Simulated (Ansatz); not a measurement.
## Run report: Ge, geometry relaxation (part 1 of 2)

- system: Ge (P4₃2₁2, 12 atoms in the cell)
- method: DFT r2SCAN, scalar-relativistic, plane waves, PAW, no spin polarisation (Ansatz 0.2.0)

The structure derives from an entry of the Crystallography Open Database. Figures and captions count atoms from 1; the log counts them from 0 in places.

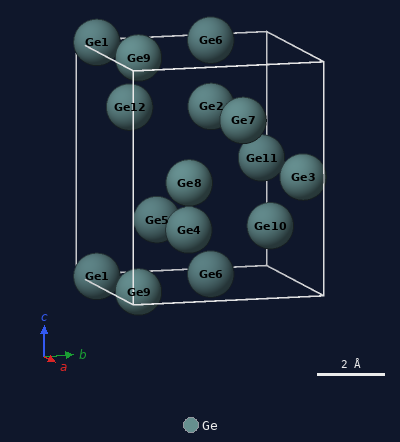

Fig. 1: The input geometry (spheres-only view of the cell of the calculation, seen slightly off an axis; atoms are numbered from 1 in the order of the input). An atom can appear more than once, as a periodic image.

The input
```yaml
crystal:
  lattice:
    - [5.9574444665, 0.0, 0.0]
    - [0.0, 5.9574444665, 0.0]
    - [0.0, 0.0, 7.0947497345]
  atoms:
    - { symbol: Ge, position: [0.0839611338, 0.0839611338, 0.0] }
    - { symbol: Ge, position: [0.4160388662, 0.5839611338, 0.75] }
    - { symbol: Ge, position: [0.9160388662, 0.9160388662, 0.5] }
    - { symbol: Ge, position: [0.5839611338, 0.4160388662, 0.25] }
    - { symbol: Ge, position: [0.1688036117, 0.3735084211, 0.2422568321] }
    - { symbol: Ge, position: [0.1264915789, 0.6688036117, -0.0077431679] }
    - { symbol: Ge, position: [0.8311963883, 0.6264915789, 0.7422568321] }
    - { symbol: Ge, position: [0.8735084211, 0.3311963883, 0.4922568321] }
    - { symbol: Ge, position: [0.6688036117, 0.1264915789, 0.0077431679] }
    - { symbol: Ge, position: [0.6264915789, 0.8311963883, 0.2577431679] }
    - { symbol: Ge, position: [0.3311963883, 0.8735084211, 0.5077431679] }
    - { symbol: Ge, position: [0.3735084211, 0.1688036117, 0.7577431679] }
basis:
  ecutwfc: 500
kpoints:
  mp_grid: { grid: [6, 6, 4] }
hamiltonian:
  xc: r2scan
scf:
  occupations: { method: gaussian, width: 0.02 }
output:
  forces: true
  stress: true
  eigenvalues: true
  write_density: true
  write_potential: true
  elf: true
  volumetric_format: npy
relax:
  adjacent_minimum: "off"
  f_tol: 0.005
  max_steps: 80
  cell: { stress_tol: 0.05 }
```

Launch command:
```bash
ansatz run input.yaml --threads 4 --pin off --max-ram 10240MiB --backend cpu --events-out ev --progress --plain --runs-dir out
```

What the program printed
```
Engine: ansatz 0.2.0, x86_64-unknown-linux-gnu
Pseudopotentials: kind: paw
Pseudopotential: Ge, paw, valence charge 14, recommended cutoff 500 eV (meta_gga), Ge.paw.azcp
Functional definition: r2SCAN
  parameter k0 = 0.174
  parameter k1 = 0.065
  parameter a1 = 4.9479
  exchange = r2scan_x(k0 = k0, k1 = k1, a1 = a1)
  correlation = r2scan_c
Crystal: 12 atoms, lattice volume = 251.801 Å³
Basis set: ecut = 500 eV, 6365 PW (Γ), exchange–correlation on 180×180×216 points (64 copies of the dense FFT grid, shifted against one another)
Bands: 101, of which v1, the nominal top of the filled ones, is band 84 counted from 1 (83 counted from 0)
Symmetry: 8 space group operations
Space group: P43212 (ITA 96), of the structure as read, at distance tolerance 6.3e-5 Å
k-points: 30 of 144 (time reversal used)
Non-local potential: Ge, projectors of the file, l = 0: 2, l = 1: 2, l = 2: 3, l = 3: 1
PAW form: soft (Blöchl's): semilocal exchange-correlation on the pseudo side does not see the compensation charge
PAW frozen core: Ge, regenerated for the run's functional (the file was generated under x = pbe(κ = 0.804, μ = 0.2195149727645171), c = pbe(β = 0.06672455060314922))
PAW one-centre angular grid: Ge, 590 points (default); XC on 160 Gauss nodes
Initial density: superposition of atomic densities (neutral atoms: chi_scale 0, normalization atom), corrected by the library's trained network
Initial wavefunctions: pseudopotential atomic-orbital guess
Functional: x = r2scan, c = r2scan; τ floored in thin density (d = 2e-4 eV/Å³)
SCF iter   1: F=—  HF=-51632.659637 eV  |F-HF|=—  |Δ(HF+E_count)|=         —  Δρ=7.87e-3  dr2=6.59e-2  dr2_τ=2.22e-2  ethr=1.77e-3  ⟨swp⟩=6.1  Hψ=10713  notcnv=0  defer=29
preconditioner: auto → Resta (q_TF=auto, 2.550 Å⁻¹)  ε∞=2.7  [insulator: Δε(μ)=0.691 eV  Ē_g=23.282 eV  σ=0.020 eV  W_gap=1.00  n_scr=80 (ndim 8)  ℏωp=30.3 eV  f_vac=0.000  D(μ)=0.00/eV (n_scr^D=0)  ε∞_Penn≈2.7]
SCF iter   2: F=—  HF=-51632.740079 eV  |F-HF|=—  |Δ(HF+E_count)|=   8.04e-2  Δρ=2.83e-3  dr2=1.27e-2  dr2_τ=1.88e-4  ethr=3.92e-5  ⟨swp⟩=2.0  Hψ=6200  notcnv=0  defer=341
SCF iter   3: F=—  HF=-51632.742858 eV  |F-HF|=—  |Δ(HF+E_count)|=   2.78e-3  Δρ=1.86e-3  dr2=5.46e-3  dr2_τ=5.20e-5  ethr=7.57e-6  ⟨swp⟩=2.0  Hψ=4869  notcnv=0  defer=341
SCF iter   4: F=—  HF=-51632.744285 eV  |F-HF|=—  |Δ(HF+E_count)|=   1.43e-3  Δρ=7.98e-4  dr2=9.66e-4  dr2_τ=8.78e-6  ethr=3.25e-6  ⟨swp⟩=1.0  Hψ=2689  notcnv=0  defer=341
SCF iter   5: F=—  HF=-51632.744553 eV  |F-HF|=—  |Δ(HF+E_count)|=   2.68e-4  Δρ=1.70e-4  dr2=3.94e-5  dr2_τ=4.44e-7  ethr=5.75e-7  ⟨swp⟩=2.0  Hψ=3404  notcnv=0  defer=341
SCF iter   6: F=—  HF=-51632.744574 eV  |F-HF|=—  |Δ(HF+E_count)|=   2.13e-5  Δρ=2.22e-5  dr2=6.67e-7  dr2_τ=7.84e-9  ethr=2.34e-8  ⟨swp⟩=2.0  Hψ=3409  notcnv=0  defer=341
SCF iter   7: F=-51632.744574 eV  HF=-51632.744575 eV  |F-HF|=8.33e-8  |Δ(HF+E_count)|=   4.75e-7  Δρ=4.00e-6  dr2=3.66e-8  dr2_τ=3.36e-10  ethr=5.95e-11  ⟨swp⟩=13.5  Hψ=24745  notcnv=0
SCF 1 converged in 7 iterations: F = -51632.744574 eV  dr2 = 3.66e-8
  greatest PAW one-centre occupation: 0.998 electrons in one spin orbital (limit 2), on the Ge atom at site 2 (counted from 0), in its partial waves of l = 2
relax step   1: F+E_penalty+E_count = -51632.74457446 eV  Δ(F+E_penalty+E_count) = +0.000e0 eV  max|allowed force component| = 4.046e-2 eV/Å  Δτ_max = 0.0000 Å  P = -0.100 GPa  Ω = 251.801 Å³  (7 SCF iters, dr2 threshold 1.00e-7 eV, accepted)
Crystal: 12 atoms, lattice volume = 250.069 Å³
Basis set: ecut = 500 eV, 6309 PW (Γ), exchange–correlation on 180×180×216 points (64 copies of the dense FFT grid, shifted against one another)
Initial density: handed on by an earlier stage of this run
Initial wavefunctions: those handed on with the density
iter 1 solved again at ethr=1.79e-6 eV; its pass at ethr=3.10e-3 eV (dr2=3.00e-3 eV) is discarded
SCF iter   1: F=—  HF=-51632.720067 eV  |F-HF|=—  |Δ(HF+E_count)|=         —  Δρ=1.72e-3  dr2=2.78e-3  dr2_τ=1.81e-2  ethr=1.79e-6  ⟨swp⟩=3.2  Hψ=12781  notcnv=0
preconditioner: auto → Resta (q_TF=auto, 2.553 Å⁻¹)  ε∞=2.7  [insulator: Δε(μ)=0.747 eV  Ē_g=23.146 eV  σ=0.020 eV  W_gap=1.00  n_scr=80 (ndim 8)  ℏωp=30.4 eV  f_vac=0.000  D(μ)=0.00/eV (n_scr^D=0)  ε∞_Penn≈2.7]
SCF iter   2: F=—  HF=-51632.745772 eV  |F-HF|=—  |Δ(HF+E_count)|=   2.57e-2  Δρ=1.08e-3  dr2=1.07e-3  dr2_τ=9.90e-6  ethr=1.65e-6  ⟨swp⟩=3.2  Hψ=6375  notcnv=0
SCF iter   3: F=—  HF=-51632.746008 eV  |F-HF|=—  |Δ(HF+E_count)|=   2.36e-4  Δρ=3.47e-4  dr2=1.43e-4  dr2_τ=9.35e-7  ethr=6.37e-7  ⟨swp⟩=1.0  Hψ=3030  notcnv=0
SCF iter   4: F=—  HF=-51632.746061 eV  |F-HF|=—  |Δ(HF+E_count)|=   5.30e-5  Δρ=3.46e-5  dr2=1.83e-6  dr2_τ=5.23e-8  ethr=8.49e-8  ⟨swp⟩=2.5  Hψ=4804  notcnv=0
SCF iter   5: F=—  HF=-51632.746061 eV  |F-HF|=—  |Δ(HF+E_count)|=   2.83e-7  Δρ=1.46e-5  dr2=3.40e-7  dr2_τ=9.35e-9  ethr=1.09e-9  ⟨swp⟩=2.0  Hψ=5550  notcnv=0
SCF iter   6: F=-51632.746061 eV  HF=-51632.746061 eV  |F-HF|=6.39e-9  |Δ(HF+E_count)|=   7.79e-9  Δρ=4.43e-6  dr2=3.51e-8  dr2_τ=3.77e-10  ethr=8.69e-11  ⟨swp⟩=8.9  Hψ=19721  notcnv=0
SCF 2 converged in 6 iterations: F = -51632.746061 eV  dr2 = 3.51e-8
  greatest PAW one-centre occupation: 0.998 electrons in one spin orbital (limit 2), on the Ge atom at site 1 (counted from 0), in its partial waves of l = 2
relax step   2: F+E_penalty+E_count = -51632.74606070 eV  Δ(F+E_penalty+E_count) = -1.486e-3 eV  max|allowed force component| = 2.750e-2 eV/Å  Δτ_max = 0.0244 Å  P = +0.138 GPa  Ω = 250.069 Å³  energy of the carried Pulay correction = +5.923e-4 eV  (6 SCF iters, dr2 threshold 1.46e-7 eV, accepted)
Crystal: 12 atoms, lattice volume = 250.809 Å³
Basis set: ecut = 500 eV, 6349 PW (Γ), exchange–correlation on 180×180×216 points (64 copies of the dense FFT grid, shifted against one another)
iter 1 solved again at ethr=2.51e-7 eV; its pass at ethr=3.10e-3 eV (dr2=4.22e-4 eV) is discarded
SCF iter   1: F=—  HF=-51632.743543 eV  |F-HF|=—  |Δ(HF+E_count)|=         —  Δρ=6.54e-4  dr2=3.80e-4  dr2_τ=2.66e-3  ethr=2.51e-7  ⟨swp⟩=2.8  Hψ=12571  notcnv=0
preconditioner: auto → Resta (q_TF=auto, 2.552 Å⁻¹)  ε∞=2.7  [insulator: Δε(μ)=0.740 eV  Ē_g=23.141 eV  σ=0.020 eV  W_gap=1.00  n_scr=80 (ndim 8)  ℏωp=30.4 eV  f_vac=0.000  D(μ)=0.00/eV (n_scr^D=0)  ε∞_Penn≈2.7]
SCF iter   2: F=—  HF=-51632.747660 eV  |F-HF|=—  |Δ(HF+E_count)|=   4.12e-3  Δρ=4.14e-4  dr2=1.66e-4  dr2_τ=1.37e-6  ethr=2.26e-7  ⟨swp⟩=2.6  Hψ=5749  notcnv=0
SCF iter   3: F=—  HF=-51632.747694 eV  |F-HF|=—  |Δ(HF+E_count)|=   3.34e-5  Δρ=1.40e-4  dr2=2.40e-5  dr2_τ=1.46e-7  ethr=9.86e-8  ⟨swp⟩=1.0  Hψ=3030  notcnv=0
SCF iter   4: F=—  HF=-51632.747710 eV  |F-HF|=—  |Δ(HF+E_count)|=   1.65e-5  Δρ=3.95e-5  dr2=2.02e-6  dr2_τ=1.20e-8  ethr=1.43e-8  ⟨swp⟩=2.1  Hψ=4083  notcnv=0
SCF iter   5: F=-51632.747710 eV  HF=-51632.747710 eV  |F-HF|=8.94e-9  |Δ(HF+E_count)|=   1.44e-7  Δρ=8.54e-6  dr2=1.24e-7  dr2_τ=1.65e-9  ethr=9.58e-11  ⟨swp⟩=7.3  Hψ=20011  notcnv=0
SCF 3 converged in 5 iterations: F = -51632.747710 eV  dr2 = 1.24e-7
relax step   3: F+E_penalty+E_count = -51632.74771037 eV  Δ(F+E_penalty+E_count) = -1.650e-3 eV  max|allowed force component| = 6.070e-3 eV/Å  Δτ_max = 0.0093 Å  P = +0.014 GPa  Ω = 250.809 Å³  energy of the carried Pulay correction = +3.387e-4 eV  (5 SCF iters, dr2 threshold 1.61e-7 eV, accepted)
Crystal: 12 atoms, lattice volume = 250.862 Å³
iter 1 solved again at ethr=1.53e-9 eV; its pass at ethr=3.10e-3 eV (dr2=2.58e-6 eV) is discarded
SCF iter   1: F=—  HF=-51632.747695 eV  |F-HF|=—  |Δ(HF+E_count)|=         —  Δρ=4.65e-5  dr2=2.56e-6  dr2_τ=9.95e-6  ethr=1.53e-9  ⟨swp⟩=2.0  Hψ=11551  notcnv=0
preconditioner: auto → Resta (q_TF=auto, 2.552 Å⁻¹)  ε∞=2.7  [insulator: Δε(μ)=0.739 eV  Ē_g=23.139 eV  σ=0.020 eV  W_gap=1.00  n_scr=80 (ndim 8)  ℏωp=30.4 eV  f_vac=0.000  D(μ)=0.00/eV (n_scr^D=0)  ε∞_Penn≈2.7]
SCF iter   2: F=—  HF=-51632.747711 eV  |F-HF|=—  |Δ(HF+E_count)|=   1.57e-5  Δρ=2.98e-5  dr2=1.05e-6  dr2_τ=7.25e-9  ethr=1.52e-9  ⟨swp⟩=3.0  Hψ=5592  notcnv=0
SCF iter   3: F=—  HF=-51632.747711 eV  |F-HF|=—  |Δ(HF+E_count)|=   2.56e-7  Δρ=5.59e-6  dr2=4.84e-8  dr2_τ=1.32e-9  ethr=6.27e-10  ⟨swp⟩=2.9  Hψ=5469  notcnv=0
SCF iter   4: F=—  HF=-51632.747711 eV  |F-HF|=—  |Δ(HF+E_count)|=   2.62e-9  Δρ=1.87e-6  dr2=8.28e-9  dr2_τ=1.09e-10  ethr=2.88e-11  ⟨swp⟩=2.0  Hψ=5550  notcnv=0
SCF iter   5: F=-51632.747711 eV  HF=-51632.747711 eV  |F-HF|=2.84e-10  |Δ(HF+E_count)|=   2.42e-9  Δρ=7.83e-7  dr2=1.54e-9  dr2_τ=9.59e-12  ethr=1.37e-12  ⟨swp⟩=7.4  Hψ=14762  notcnv=0
SCF 4 converged in 5 iterations: F = -51632.747711 eV  dr2 = 1.54e-9
  greatest PAW one-centre occupation: 0.998 electrons in one spin orbital (limit 2), on the Ge atom at site 3 (counted from 0), in its partial waves of l = 2
relax step   4: F+E_penalty+E_count = -51632.74771145 eV  Δ(F+E_penalty+E_count) = -1.085e-6 eV  max|allowed force component| = 2.800e-3 eV/Å  Δτ_max = 0.0005 Å  P = +0.003 GPa  Ω = 250.862 Å³  energy of the carried Pulay correction = +3.208e-4 eV  (5 SCF iters, dr2 threshold 2.30e-9 eV, accepted)
Initial wavefunctions: pseudopotential atomic-orbital guess (no wavefunctions were taken with the density)
iter 1 solved again at ethr=2.21e-7 eV; its pass at ethr=3.10e-3 eV (dr2=3.71e-4 eV) is discarded
SCF iter   1: F=—  HF=-51632.747383 eV  |F-HF|=—  |Δ(HF+E_count)|=         —  Δρ=3.94e-6  dr2=1.03e-8  dr2_τ=2.55e-8  ethr=2.21e-7  ⟨swp⟩=3.0  Hψ=17565  notcnv=0
eigensolver tolerance schedule: the retry pair's looser diagonalisation over-reported the residual by 35926.30 of it (diagonalisation noise at an unbounded share of the residual, at the tolerance the schedule requests for it); recorded, not acted on — ethr = c·dr2/N_el stays at c = 1.0e-1
SCF iter   2: F=—  HF=-51632.747404 eV  |F-HF|=—  |Δ(HF+E_count)|=   2.04e-5  Δρ=1.92e-6  dr2=2.64e-9  dr2_τ=3.28e-10  ethr=6.15e-12  ⟨swp⟩=3.9  Hψ=8147  notcnv=0
SCF iter   3: F=—  HF=-51632.747404 eV  |F-HF|=—  |Δ(HF+E_count)|=   5.72e-9  Δρ=1.13e-6  dr2=1.58e-9  dr2_τ=5.17e-11  ethr=1.57e-12  ⟨swp⟩=2.0  Hψ=5550  notcnv=0
SCF iter   4: F=—  HF=-51632.747404 eV  |F-HF|=—  |Δ(HF+E_count)|=   1.54e-9  Δρ=6.30e-7  dr2=4.73e-10  dr2_τ=1.33e-11  ethr=1.00e-12  ⟨swp⟩=2.0  Hψ=4830  notcnv=0
SCF iter   5: F=-51632.747404 eV  HF=-51632.747404 eV  |F-HF|=1.46e-11  |Δ(HF+E_count)|=  2.91e-10  Δρ=3.98e-8  dr2=3.42e-12  dr2_τ=1.15e-13  ethr=1.00e-12  ⟨swp⟩=5.6  Hψ=14715  notcnv=0
SCF 5 converged in 5 iterations: F = -51632.747404 eV  dr2 = 3.42e-12
  greatest PAW one-centre occupation: 0.998 electrons in one spin orbital (limit 2), on the Ge atom at site 0 (counted from 0), in its partial waves of l = 2
relax step   5: F+E_penalty+E_count = -51632.74740361 eV  Δ(F+E_penalty+E_count) = +3.078e-4 eV  max|allowed force component| = 2.800e-3 eV/Å  Δτ_max = 0.0000 Å  P = +0.002 GPa  Ω = 250.862 Å³  stress off target by 1.00e-2 GPa  SCF on the basis re-selected at this cell (its energy is not comparable with the rows above)  (5 SCF iters)
```

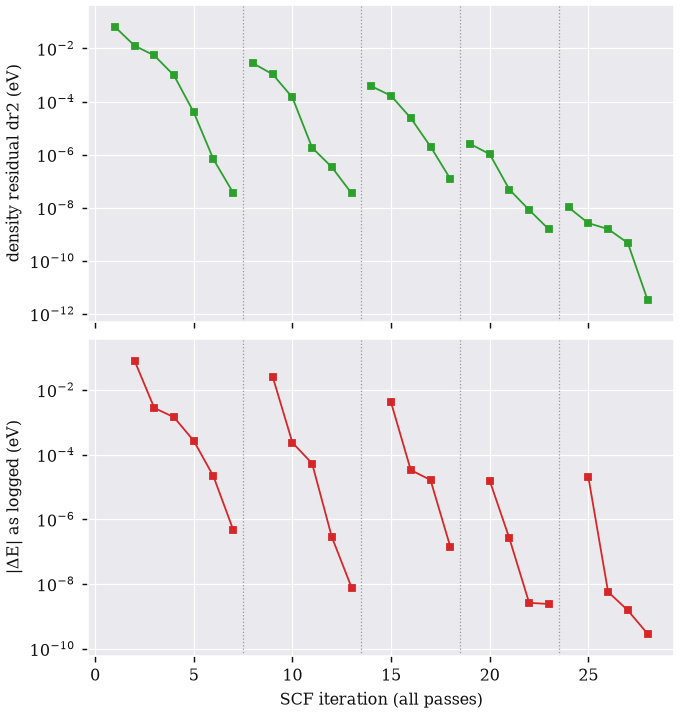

Fig. 2: Convergence of the self-consistent field: density residual dr2 and size of the energy change against the SCF iteration. The dotted lines part the SCF passes of the relaxation: geometry steps, rejected trials and re-solves on a re-selected basis. The 5 passes take 5 to 7 iterations each, 28 in all.

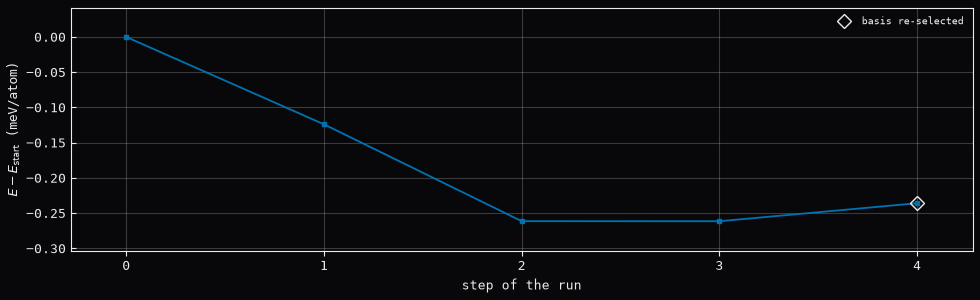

Fig. 3: Progress of the relaxation, step by step (the first geometry is step 0 here and step 1 in the log).

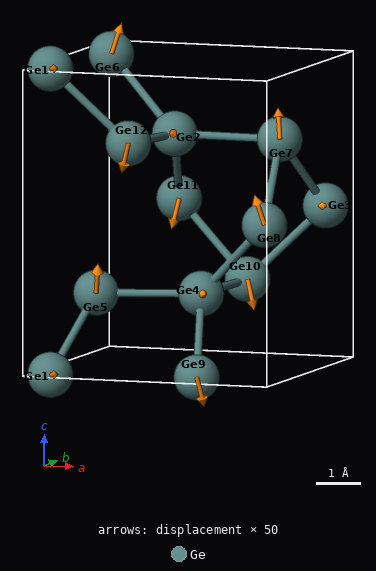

Fig. 4: The starting structure with the displacements as orange arrows, magnified 50 times (ball-and-stick view of the cell of the calculation, seen slightly off an axis). The largest moves relative to the cell, 0.015 Å, are those of 8 atoms (Ge5, Ge6, Ge7, Ge8 and others). The drawn cell changes as follows: a = b 5.957 → 5.949 Å (−0.1 %), c 7.095 → 7.089 Å (−0.1 %); the volume changes by −0.4 %. The space group stays P4_32_12 (No. 96). The energy falls by 0.3 meV per atom in 3 geometry steps. The largest force component goes from 0.04 to 0.0028 eV/Å. The pressure goes from −0.10 to 0.00 GPa. A last SCF at the same geometry on a re-selected plane-wave basis shifts the energy by +0.0 meV per atom. (Atoms are counted from 1 in the order of the input.)

```
basis re-selected at this cell: Δ(F+E_penalty+E_count) = +3.078e-4 eV, ΔP = -0.001 GPa vs the last step (what re-selecting the basis moved, of the pressure what is left beyond the Pulay correction that the steps carried, after the strain that the cell walked since its last selection, with what the two solves' SCF thresholds leave and, on support functions, any second-order correction that the steps lacked; it is no measure of the basis error at this ecutwfc). This SCF's stress stands 1.00e-2 GPa from its target on what of the cell is left free (relax.cell.stress_tol is 5.00e-2 GPa) and its largest allowed force component is 2.80e-3 eV/Å (relax.f_tol is 5.00e-3 eV/Å): within both
SCF converged after 5 iterations
Free energy (F): -51632.747404 eV
Harris-Foulkes:  -51632.747404 eV  (|F-HF|=1.46e-11)
Internal energy: -51632.747404 eV  (E = F + TS)
E sigma→0 (E₀):  -51632.747404 eV
Fermi energy:    9.157019 eV
--- Per-component energies (eV) ---
  E_band       = -1737.157738
  E_kinetic    = 1329.859712
  E_local      = -28154.793586  (includes V_loc(G=0)·N_el)
  E_nonlocal   = 5032.098847
  E_hartree    = 12358.290136
  E_xc         = -828.923476
  E_vxc        = -813.853545  (∫ρ·V_xc dr)
  E_paw        = -24401.428035  (= ΣΔE_a)
  E_vpaw       = -3892.463836  (= ΣTr[D̂ρ^β])
  E_aug_tail   = 0.000205  (compensation charges beyond the density's cutoff)
  E_vtau       = 45.414305  (kinetic-family band-sum trace: ∫τ·v_τ [+ j·A + Jᵃ·Aᵃ] dr)
  E_ewald      = -16954.822017
  E_core_change = -13.029189  (= ΣΔE_core)
  E_smearing   = -0.000000  (= −TS)
  E_closure    = -0.000000  (closes the sum)
  Σ components = -51632.747404   (vs F -51632.747404, Δ=0.00e0)
```
